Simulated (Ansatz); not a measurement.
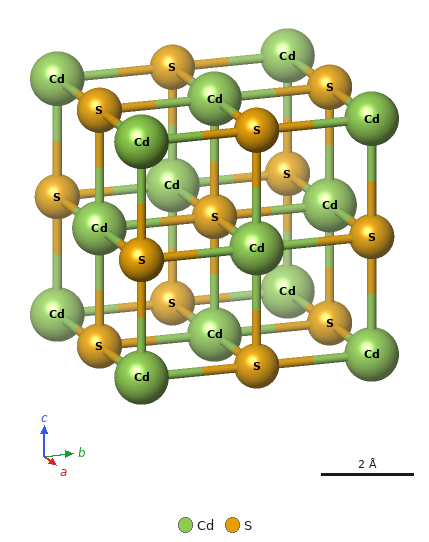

**Figure 1.** The structure as given in the input (ball-and-stick view of the cell 4 times as large as that of the calculation, set on its symmetry axes, seen slightly off an axis). Near neighbours in the crystal (not all of them lie inside the picture): Cd has 6 S at 2.67 Å; S has 6 Cd at 2.67 Å.

Band-structure calculation of CdS

- system: CdS (Fm-3m, 2 atoms in the cell)
- method: DFT, LDA, all-electron LAPW, scalar-relativistic, no spin polarisation (Ansatz 0.2.0)

Input
```yaml
crystal:
  lattice:
    - [0.0, 2.6697820581, 2.6697820581]
    - [2.6697820581, 0.0, 2.6697820581]
    - [2.6697820581, 2.6697820581, 0.0]
  atoms:
    - { symbol: Cd, position: [0.0, 0.0, 0.0] }
    - { symbol: S, position: [0.5, 0.5, 0.5] }
kpoints:
  mp_grid: { grid: [9, 9, 9] }
  band_path:
    path:
      - [0.0, 0.0, 0.0]
      - [0.5, 0.0, 0.5]
      - [0.625, 0.25, 0.625]
      - [0.375, 0.375, 0.75]
      - [0.0, 0.0, 0.0]
      - [0.5, 0.5, 0.5]
      - [0.5, 0.25, 0.75]
      - [0.5, 0.0, 0.5]
    npoints: 14
scf:
  occupations: { method: fermi_dirac, width: 0.02 }
hamiltonian:
  xc: lda
  pseudopotentials: { kind: all_electron, lapw: { basis_error: 0.0005 } }
output:
  forces: true
  stress: true
  eigenvalues: true
  populations: true
  dos: { projected: true, de: 0.2, e_range: [-14, 8] }
```

Machine: 1 thread of Arm Neoverse V1, 24 GiB of memory available, shared host.

Launch command:
```bash
ansatz run input.yaml --threads 1 --pin off --max-ram 2048MiB --backend cpu --events-out ev --progress --plain --runs-dir out
```

Output
```
Cd: projections on atomic orbitals take those of the free atom 1s2 2s2 2p6 3s2 3p6 3d10 4s2 4p6 4d10 5s2, of charge +0.00 (hamiltonian.pseudopotentials.projection_atoms)
S: projections on atomic orbitals take those of the free atom 1s2 2s2 2p6 3s2 3p4, of charge +0.00 (hamiltonian.pseudopotentials.projection_atoms)
LAPW: plane waves up to 7.877 Å⁻¹, error target 5.0e-4 eV per atom; small_component_spin mean_spin; S in spheres of 1.169 Å, 14 of its electrons in bands, Dirac shells []; Cd in spheres of 1.501 Å, 20 of its electrons in bands, Dirac shells [] (how accurate: hamiltonian.pseudopotentials.lapw.basis_error, Limitations)
Engine: ansatz 0.2.0, aarch64-unknown-linux-gnu
Pseudopotentials: kind: all_electron
Pseudopotential: Cd, LAPW, valence charge 20, lapw/all_electron/scalar/gaussian/Cd, Koelling and Harmon's equation, gaussian nucleus
Pseudopotential: S, LAPW, valence charge 14, lapw/all_electron/scalar/gaussian/S, Koelling and Harmon's equation, gaussian nucleus
Functional definition: SPW92
  exchange = slater_x
  correlation = pw_c
Crystal: 2 atoms, lattice volume = 38.059 Å³
Basis set: ecut = 236.4259461893138 eV, 331 PW (Γ), exchange–correlation at level 2
Bands: 21, of which v1, the nominal top of the filled ones, is band 17 counted from 1 (16 counted from 0)
Symmetry: 48 space group operations
Space group: Fm-3m (ITA 225), of the structure as read, at distance tolerance 3.4e-5 Å
k-points: 35 of 729
Non-local potential: Cd, projectors of the file, none
Non-local potential: S, projectors of the file, none
Initial density: superposition of atomic densities (chi_scale 0.1, normalization cell, long waves kept (reshape's long-wave potential 0.00 eV rms))
Initial wavefunctions: plane waves of lowest kinetic energy (no species holds an atomic orbital)
Functional: x = slater, c = lda
iter 1 solved again at ethr=3.36e-3 eV; its pass at ethr=1.00e-1 eV (dr2=1.14e0 eV) is discarded
SCF iter   1: F=—  HF=-162930.865874 eV  |F-HF|=—  |Δ(HF+E_count)|=         —  Δρ=4.02e-2  dr2=1.14e0  ethr=3.36e-3  ⟨swp⟩=2.0  Hψ=4908  notcnv=0
preconditioner: auto → none  [insulator: Δε(μ)=1.018 eV  Ē_g=12.202 eV  σ=0.020 eV  W_gap=1.00  n_scr=14 (ndim 8)  ℏωp=25.5 eV  f_vac=0.000  D(μ)=0.00/eV (n_scr^D=0)  ε∞_Penn≈5.4]
iter 2 solved again at ethr=6.92e-5 eV; its pass at ethr=3.36e-3 eV (dr2=2.35e-2 eV) is discarded
SCF iter   2: F=—  HF=-162930.391597 eV  |F-HF|=—  |Δ(HF+E_count)|=   4.74e-1  Δρ=8.87e-3  dr2=2.36e-2  ethr=6.92e-5  ⟨swp⟩=2.0  Hψ=3986  notcnv=0
SCF iter   3: F=—  HF=-162930.331992 eV  |F-HF|=—  |Δ(HF+E_count)|=   5.96e-2  Δρ=4.92e-3  dr2=1.13e-2  ethr=6.92e-5  ⟨swp⟩=3.0  Hψ=2415  notcnv=0
SCF iter   4: F=—  HF=-162930.327540 eV  |F-HF|=—  |Δ(HF+E_count)|=   4.45e-3  Δρ=1.15e-3  dr2=4.93e-4  ethr=3.33e-5  ⟨swp⟩=2.0  Hψ=2273  notcnv=0
SCF iter   5: F=—  HF=-162930.327178 eV  |F-HF|=—  |Δ(HF+E_count)|=   3.62e-4  Δρ=2.20e-4  dr2=1.01e-5  ethr=1.45e-6  ⟨swp⟩=2.0  Hψ=2136  notcnv=0
SCF iter   6: F=—  HF=-162930.327174 eV  |F-HF|=—  |Δ(HF+E_count)|=   3.75e-6  Δρ=4.69e-5  dr2=1.04e-6  ethr=2.99e-8  ⟨swp⟩=2.0  Hψ=2136  notcnv=0
SCF iter   7: F=-162930.327174 eV  HF=-162930.327174 eV  |F-HF|=2.74e-9  |Δ(HF+E_count)|=   1.24e-7  Δρ=4.36e-6  dr2=6.45e-9  ethr=3.05e-9  ⟨swp⟩=2.0  Hψ=2136  notcnv=0
SCF 1 converged in 7 iterations: F = -162930.327174 eV  dr2 = 6.45e-9
NSCF: frozen V_eff on 99 k-points
SCF converged after 7 iterations
Free energy (F): -162930.327174 eV
Harris-Foulkes:  -162930.327174 eV  (|F-HF|=2.74e-9)
Internal energy: -162930.326917 eV  (E = F + TS)
E sigma→0 (E₀):  -162930.327046 eV
Entropy (-TS):   -0.000257 eV (-0.129 meV/atom)
Fermi energy:    11.880328 eV
--- Per-component energies (eV) ---
  E_band       = -1598.911716
  E_kinetic    = 170159.186239
  E_xc         = -4737.001063
  E_electrostatic = -328352.512093  (all electrons and nuclei)
  E_smearing   = -0.000257  (= −TS)
  E_closure    = 0.000000  (closes the sum)
  E_atoms      = -162923.050266  (free atoms, spherical and without spin; not in F)
  Σ components = -162930.327174   (vs F -162930.327174, Δ=0.00e0)
  Basis errors (estimates in eV, not in F): energy 1.7e-4 per atom: plane waves 1.6e-4 (8.8e-5 summed), levels above the bands 9.3e-193, relativity 1.5e-9, radial functions 1.4e-5, core shells 5.1e-8; eigenvalues (radial functions only) 1.1e-6; not estimated: angular momenta, meshes, grids; target (lapw.basis_error) 5.0e-4; muffin-tin radii S 1.169 Å, Cd 1.501 Å
--- Forces (eV/Å), atoms counted from 1 ---
  atom   1  Cd    -0.00000000    -0.00000000    -0.00000000
  atom   2  S      0.00000000    -0.00000000    -0.00000000
  max |Σ_I F_I| component: 3.11e-30 eV/Å
--- Stress (GPa, compression-positive) ---
        0.020913       0.000000      -0.000000
        0.000000       0.020913      -0.000000
       -0.000000      -0.000000       0.020913
  P = ⅓ Tr σ = 0.0209 GPa (0.209 kbar)
--- Band table (eV; the first three rows and the last of 35) ---
  k-point 0: bands = ["-191.8959", "-137.5917", "-137.5917", "-137.5917", "-89.6881", "-50.8524", "-50.8524", "-50.8524", "-1.5523", "3.9653", "3.9653", "3.9698", "3.9698", "3.9698", "10.8519", "10.8519", "10.8519", "12.8041", "20.9125", "20.9125", "20.9125"]
  k-point 1: bands = ["-191.8959", "-137.5917", "-137.5917", "-137.5917", "-89.6881", "-50.8527", "-50.8525", "-50.8525", "-1.4288", "3.9174", "3.9174", "3.9528", "3.9988", "3.9988", "9.8411", "10.9522", "10.9522", "13.7953", "19.8099", "20.7061", "20.7061"]
  k-point 2: bands = ["-191.8959", "-137.5917", "-137.5917", "-137.5917", "-89.6881", "-50.8535", "-50.8526", "-50.8526", "-1.0849", "3.7990", "3.7990", "3.8907", "4.0750", "4.0750", "8.3933", "11.2155", "11.2155", "15.0081", "18.7003", "19.4646", "19.4646"]
  k-point 34: bands = ["-191.8959", "-137.5917", "-137.5917", "-137.5917", "-89.6880", "-50.8543", "-50.8540", "-50.8534", "-0.3052", "3.7752", "3.9132", "3.9882", "4.3002", "4.8272", "7.7125", "8.4030", "9.0488", "15.1747", "18.2646", "19.0061", "20.0022"]
--- Löwdin populations: 2 sites ---
  site symbol       q [e]
     0     Cd     46.7440
     1      S     17.0629
  spilling = 0.003018 (of n_electrons = 64.000000)
```

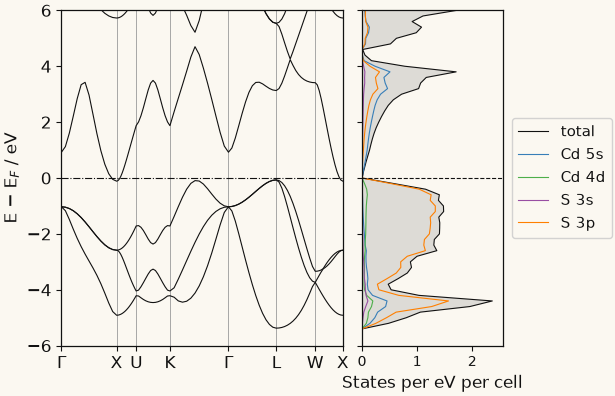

**Figure 2.** Band structure along Γ–X–U–K–Γ–L–W–X and density of states (projected on atomic shells), with energies from the Fermi level.

Key numbers

| quantity | value |
| --- | --- |
| outcome | converged |
| space group (tolerance 0.01 Å) | Fm-3m (225) |
| electrons in bands (core shells apart) | 34 |
| free energy | −162930.3272 eV |
| Fermi energy | 11.880 eV |
| pressure | 0.02 GPa |
| largest force (length of the vector) | under 0.001 eV/Å |
| wall time | 13 s |
| peak memory | 0.3 GiB |
